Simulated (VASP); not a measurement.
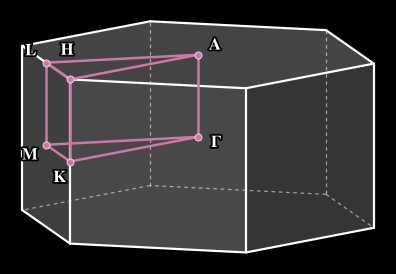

The figure shows the first Brillouin zone with its special points and a band path. Crystal: CdS, the geometry relaxed with VASP Kohn-Sham DFT of a periodic cell, PBE, VASP PAW PBE potentials, hard (VASP). Symmetry computed with spglib at a tolerance of 0.002 Å; standard conventional cell.

Labels and path follow the convention of Hinuma et al. (2017), as computed by seekpath.

**What lattice type do the shape and the labels point to?**

A primitive hexagonal lattice (hP; extended symbol hP2). The zone is a hexagonal prism in its combinatorial type: 8 faces (6 with 4 edges, 2 with 6 edges), 18 edges, 12 vertices.

**Write the standard path through the labelled points.**

Γ–M–K–Γ–A–L–H–A | L–M | H–K
